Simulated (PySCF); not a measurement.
## What a change does: single-point calculation on InP

System: InP (F-43m, 2 atoms in the cell).
Method of run 1: Kohn-Sham DFT of a periodic cell in Gaussian orbitals, LDA, DZVP-MOLOPT-SR/GTH-PBE, no spin polarisation (PySCF 2.14.0).

The structure derives from an entry of the Crystallography Open Database. Its volume is 0.94 times that of the source entry. Text and figures count atoms from 1; the logs count them from 0 in places.

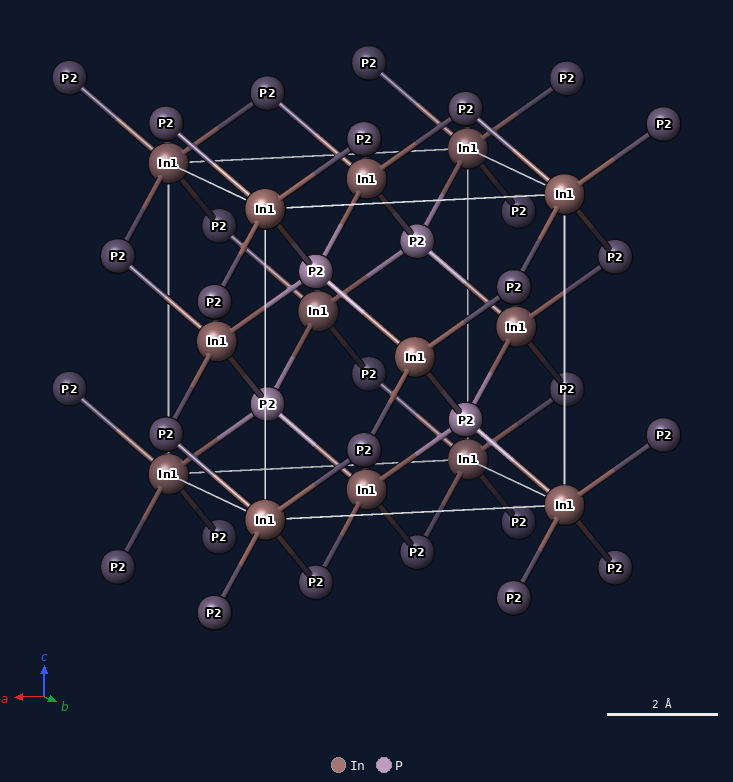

**Figure 1.** The input geometry (ball-and-stick view of the cell 4 times as large as that of the calculation, set on its symmetry axes, seen at an oblique angle; neighbours outside the cell are drawn fainter; atoms are numbered from 1 in the order of the input). An atom can appear more than once, as a periodic image. Near neighbours in the periodic cell (some may lie outside the picture): In has 4 P at 2.49 Å; P has 4 In at 2.49 Å.

## Input file, run 1
```python
import json
import numpy as np
from pyscf.pbc import gto, scf, dft, df
from pyscf.pbc.tools import pyscf_ase
from ase.spacegroup import crystal

atoms = crystal(['In', 'P'], [[0.0, 0.0, 0.0], [0.25, 0.25, 0.25]],
                spacegroup=216, setting=1, cellpar=[5.74135418, 5.74135418, 5.74135418, 90.0, 90.0, 90.0], primitive_cell=True)  # F-43m: In 4a, P 4c
cell = pyscf_ase.cell_from_ase(atoms)
cell.basis = {'In': 'DZVP-MOLOPT-SR-GTH-q13', 'P': 'DZVP-MOLOPT-SR-GTH-q5'}
cell.pseudo = {'In': 'GTH-PBE-q13', 'P': 'GTH-PBE-q5'}
cell.ke_cutoff = 93  # hartree
cell.exp_to_discard = 0.02
cell.precision = 1e-08
cell.max_memory = 5880  # MB
cell.verbose = 4
cell.build()

res = {}
kpts = cell.make_kpts([3, 3, 3])
mf = dft.KRKS(cell, kpts, xc='LDA_X,LDA_C_PW')
mf = mf.multigrid_numint()
mf = mf.smearing(sigma=0.00183747, method='fermi')  # hartree
mf.conv_tol = 1e-07
mf.max_cycle = 60

atoms.calc = pyscf_ase.PySCF(method=mf)
print('ASE energy = %.8f eV' % atoms.get_potential_energy())
mf = atoms.calc.method_scan
res.update(converged=bool(mf.converged), e_tot=mf.e_tot, nelec=cell.nelectron, nao=cell.nao, mesh=list(map(int, cell.mesh)), a=cell.lattice_vectors().tolist(), coords=cell.atom_coords().tolist(),
           mo_energy=[np.real(x).tolist() for x in mf.mo_energy], mo_occ=[np.real(x).tolist() for x in mf.mo_occ])
res.update(e_free=mf.e_free, e_zero=mf.e_zero)
res.update(kpts=cell.get_scaled_kpts(kpts).tolist())
res['parts'] = {k: float(np.real(v)) for k, v in mf.scf_summary.items() if np.isscalar(v)}
json.dump(res, open('results.json', 'w'))
if not mf.converged:
    raise SystemExit('SCF not converged')

print('levels (eV)')
for i, kp in enumerate(res['kpts'][:40]):
    print('k %7.4f %7.4f %7.4f  ' % tuple(kp), ' '.join('%.3f' % (x * 27.211386) for x in res['mo_energy'][i][:14]))

# Mulliken populations
dm, s = np.asarray(mf.make_rdm1()), np.asarray(mf.get_ovlp())
sites = cell.aoslice_by_atom()[:, 2:]
tot = np.einsum('kij,kji->i', dm, s).real / len(kpts)
res['mulliken'] = [cell.atom_charge(i) - tot[a0:a1].sum() for i, (a0, a1) in enumerate(sites)]
print('Mulliken charges', np.round(res['mulliken'], 5))
res['done'] = True
json.dump(res, open('results.json', 'w'))
```

Launched with:
```bash
OMP_NUM_THREADS=4 python -u run.py > log
```

Hardware: 4 threads of Intel Xeon @ 2.50GHz (Skylake/Cascade Lake), 189 GiB of memory available, shared host.

## Output, shortened to warnings, some set-up lines, iterations and results (run 1)
```
[...]
cycle= 1 E= -62.7615395619684  delta_E= 0.0439  |g|= 0.59  |ddm|=   13
cycle= 2 E= -62.7615692897379  delta_E= -2.97e-05  |g|= 0.606  |ddm|= 3.17
cycle= 3 E= -62.7672363574399  delta_E= -0.00567  |g|= 0.085  |ddm|= 1.71
cycle= 4 E= -62.7673554207885  delta_E= -0.000119  |g|= 0.00359  |ddm|= 0.22
cycle= 5 E= -62.7673557003571  delta_E= -2.8e-07  |g|= 6.76e-05  |ddm|= 0.0103
cycle= 6 E= -62.7673557003163  delta_E= 4.07e-11  |g|= 1.05e-05  |ddm|= 0.00034
    sigma = 0.00183747  Optimized mu = 0.307862492348  entropy = 0.000956255717347
nelec by numeric integration = 17.999999999996156
    Total E(T) = -62.7673557001946  Free energy = -62.7673574572858  E0 = -62.7673565787402
Extra cycle  E= -62.7673557001946  delta_E= 1.22e-10  |g|= 1.29e-05  |ddm|= 6e-05
converged SCF energy = -62.7673557001946
ASE energy = -1707.98674541 eV
levels (eV)
k  0.0000  0.0000  0.0000   -6.455 -6.455 -6.455 -6.261 -6.261 -4.123 7.962 7.962 7.962 8.738 11.823 11.823 11.823 18.402
k  0.0000  0.0000  0.3333   -6.571 -6.414 -6.414 -6.252 -6.252 -2.863 2.969 7.043 7.043 9.496 12.751 12.751 14.385 17.959
k  0.0000  0.0000  0.6667   -6.571 -6.414 -6.414 -6.252 -6.252 -2.863 2.969 7.043 7.043 9.496 12.751 12.751 14.385 17.959
k -0.0000  0.3333  0.0000   -6.571 -6.414 -6.414 -6.252 -6.252 -2.863 2.969 7.043 7.043 9.496 12.751 12.751 14.385 17.959
k -0.0000  0.3333  0.3333   -6.634 -6.356 -6.356 -6.311 -6.226 -2.447 3.195 5.753 5.753 9.629 10.712 15.816 15.816 16.240
k  0.0000  0.3333  0.6667   -6.631 -6.378 -6.353 -6.281 -6.245 -1.542 1.978 4.053 6.018 10.336 13.204 14.977 15.185 16.542
k -0.0000  0.6667  0.0000   -6.571 -6.414 -6.414 -6.252 -6.252 -2.863 2.969 7.043 7.043 9.496 12.751 12.751 14.385 17.959
k -0.0000  0.6667  0.3333   -6.631 -6.378 -6.353 -6.281 -6.245 -1.542 1.978 4.053 6.018 10.336 13.204 14.977 15.185 16.542
k -0.0000  0.6667  0.6667   -6.634 -6.356 -6.356 -6.311 -6.226 -2.447 3.195 5.753 5.753 9.629 10.712 15.816 15.816 16.240
k  0.3333 -0.0000 -0.0000   -6.571 -6.414 -6.414 -6.252 -6.252 -2.863 2.969 7.043 7.043 9.496 12.751 12.751 14.385 17.959
k  0.3333 -0.0000  0.3333   -6.634 -6.356 -6.356 -6.311 -6.226 -2.447 3.195 5.753 5.753 9.629 10.712 15.816 15.816 16.240
k  0.3333  0.0000  0.6667   -6.631 -6.378 -6.353 -6.281 -6.245 -1.542 1.978 4.053 6.018 10.336 13.204 14.977 15.185 16.542
k  0.3333  0.3333 -0.0000   -6.634 -6.356 -6.356 -6.311 -6.226 -2.447 3.195 5.753 5.753 9.629 10.712 15.816 15.816 16.240
k  0.3333  0.3333  0.3333   -6.571 -6.414 -6.414 -6.252 -6.252 -2.863 2.969 7.043 7.043 9.496 12.751 12.751 14.385 17.959
k  0.3333  0.3333  0.6667   -6.631 -6.378 -6.353 -6.281 -6.245 -1.542 1.978 4.053 6.018 10.336 13.204 14.977 15.185 16.542
k  0.3333  0.6667  0.0000   -6.631 -6.378 -6.353 -6.281 -6.245 -1.542 1.978 4.053 6.018 10.336 13.204 14.977 15.185 16.542
k  0.3333  0.6667  0.3333   -6.631 -6.378 -6.353 -6.281 -6.245 -1.542 1.978 4.053 6.018 10.336 13.204 14.977 15.185 16.542
k  0.3333  0.6667  0.6667   -6.631 -6.378 -6.353 -6.281 -6.245 -1.542 1.978 4.053 6.018 10.336 13.204 14.977 15.185 16.542
k  0.6667 -0.0000 -0.0000   -6.571 -6.414 -6.414 -6.252 -6.252 -2.863 2.969 7.043 7.043 9.496 12.751 12.751 14.385 17.959
[...]
```

For run 2 the input was changed thus:
```diff
-                spacegroup=216, setting=1, cellpar=[5.74135418, 5.74135418, 5.74135418, 90.0, 90.0, 90.0], primitive_cell=True)  # F-43m: In 4a, P 4c
+                spacegroup=216, setting=1, cellpar=[5.8998157, 5.8998157, 5.8998157, 90.0, 90.0, 90.0], primitive_cell=True)  # F-43m: In 4a, P 4c
```

How does run 2 compare with run 1?

With the same functional and potentials, run 2 lies 39.5 meV per atom lower. The gap on the mesh goes from 0.78 to 0.33 eV. The volume per atom goes from 23.66 to 25.67 Å³. The number of SCF iterations is the same.

## Output, shortened to warnings, some set-up lines, iterations and results (run 2)
```
[...]
cycle= 1 E= -62.7646582493453  delta_E= -0.00224  |g|= 0.553  |ddm|= 12.6
cycle= 2 E= -62.7644662670549  delta_E= 0.000192  |g|= 0.586  |ddm|= 3.14
cycle= 3 E= -62.7700148930226  delta_E= -0.00555  |g|= 0.107  |ddm|= 1.83
cycle= 4 E= -62.7701875825834  delta_E= -0.000173  |g|= 0.00339  |ddm|= 0.273
cycle= 5 E= -62.7701888001611  delta_E= -1.22e-06  |g|= 0.000122  |ddm|= 0.0108
cycle= 6 E= -62.7701887690409  delta_E= 3.11e-08  |g|= 1.71e-07  |ddm|= 0.00034
    sigma = 0.00183747  Optimized mu = 0.259803636848  entropy = 0.038281355019
nelec by numeric integration = 17.999999999996913
    Total E(T) = -62.770188769024  Free energy = -62.7702591098654  E0 = -62.7702239394447
Extra cycle  E= -62.770188769024  delta_E= 1.7e-11  |g|= 1.43e-07  |ddm|= 8.78e-07
converged SCF energy = -62.770188769024
ASE energy = -1708.06383714 eV
levels (eV)
k  0.0000  0.0000  0.0000   -7.324 -7.324 -7.324 -7.174 -7.174 -4.615 6.874 6.874 6.874 7.208 10.744 10.744 10.744 17.245
k -0.0000 -0.0000  0.3333   -7.408 -7.293 -7.293 -7.167 -7.167 -3.515 2.173 6.064 6.064 8.206 11.618 11.618 12.998 16.775
k -0.0000 -0.0000  0.6667   -7.408 -7.293 -7.293 -7.167 -7.167 -3.515 2.173 6.064 6.064 8.206 11.618 11.618 12.998 16.775
k  0.0000  0.3333 -0.0000   -7.408 -7.293 -7.293 -7.167 -7.167 -3.515 2.173 6.064 6.064 8.206 11.618 11.618 12.998 16.775
k -0.0000  0.3333  0.3333   -7.461 -7.249 -7.249 -7.210 -7.148 -3.138 2.272 4.913 4.913 8.658 9.554 14.401 14.401 14.805
k -0.0000  0.3333  0.6667   -7.457 -7.265 -7.247 -7.188 -7.162 -2.392 1.231 3.385 5.149 9.255 11.859 13.686 13.841 15.067
k  0.0000  0.6667 -0.0000   -7.408 -7.293 -7.293 -7.167 -7.167 -3.515 2.173 6.064 6.064 8.206 11.618 11.618 12.998 16.775
k  0.0000  0.6667  0.3333   -7.457 -7.265 -7.247 -7.188 -7.162 -2.392 1.231 3.385 5.149 9.255 11.859 13.686 13.841 15.067
k -0.0000  0.6667  0.6667   -7.461 -7.249 -7.249 -7.210 -7.148 -3.138 2.272 4.913 4.913 8.658 9.554 14.401 14.401 14.805
k  0.3333  0.0000  0.0000   -7.408 -7.293 -7.293 -7.167 -7.167 -3.515 2.173 6.064 6.064 8.206 11.618 11.618 12.998 16.775
k  0.3333 -0.0000  0.3333   -7.461 -7.249 -7.249 -7.210 -7.148 -3.138 2.272 4.913 4.913 8.658 9.554 14.401 14.401 14.805
k  0.3333 -0.0000  0.6667   -7.457 -7.265 -7.247 -7.188 -7.162 -2.392 1.231 3.385 5.149 9.255 11.859 13.686 13.841 15.067
k  0.3333  0.3333 -0.0000   -7.461 -7.249 -7.249 -7.210 -7.148 -3.138 2.272 4.913 4.913 8.658 9.554 14.401 14.401 14.805
k  0.3333  0.3333  0.3333   -7.408 -7.293 -7.293 -7.167 -7.167 -3.515 2.173 6.064 6.064 8.206 11.618 11.618 12.998 16.775
k  0.3333  0.3333  0.6667   -7.457 -7.265 -7.247 -7.188 -7.162 -2.392 1.231 3.385 5.149 9.255 11.859 13.686 13.841 15.067
k  0.3333  0.6667 -0.0000   -7.457 -7.265 -7.247 -7.188 -7.162 -2.392 1.231 3.385 5.149 9.255 11.859 13.686 13.841 15.067
k  0.3333  0.6667  0.3333   -7.457 -7.265 -7.247 -7.188 -7.162 -2.392 1.231 3.385 5.149 9.255 11.859 13.686 13.841 15.067
k  0.3333  0.6667  0.6667   -7.457 -7.265 -7.247 -7.188 -7.162 -2.392 1.231 3.385 5.149 9.255 11.859 13.686 13.841 15.067
k  0.6667  0.0000  0.0000   -7.408 -7.293 -7.293 -7.167 -7.167 -3.515 2.173 6.064 6.064 8.206 11.618 11.618 12.998 16.775
[...]
```

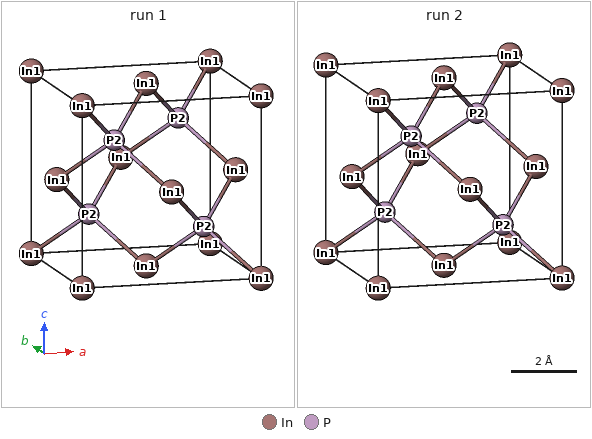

**Figure 2.** The two input geometries at one scale (ball-and-stick view of the cell 4 times as large as that of the calculation, set on its symmetry axes, seen slightly off an axis). The atoms keep their places relative to the cell (all moves are under 0.005 Å). The drawn cell changes as follows: a = b = c 5.741 → 5.900 Å (+2.8 %); the volume changes by +8.5 %. Among the contacts that change: In1–P2 2.486 → 2.555 Å.

## The two runs side by side

```csv
quantity,run 1,run 2
outcome,converged,converged
free energy per atom (eV),−853.9934,−854.0329
"energy per atom, smearing taken to zero (eV)",−853.9934,−854.0324
gap on the mesh (eV),0.78,0.33
volume per atom (Å³),23.66,25.67
SCF iterations,6,6
irreducible k-points,27,27
basis functions,38,38
wall time (shared host),6.5 min,6.4 min
```

For run 1: So coarse a mesh can miss the band edges, so the true gap of this method can be much smaller, or zero. The k-point mesh is coarse for a cell of this size, so the results may not be converged.
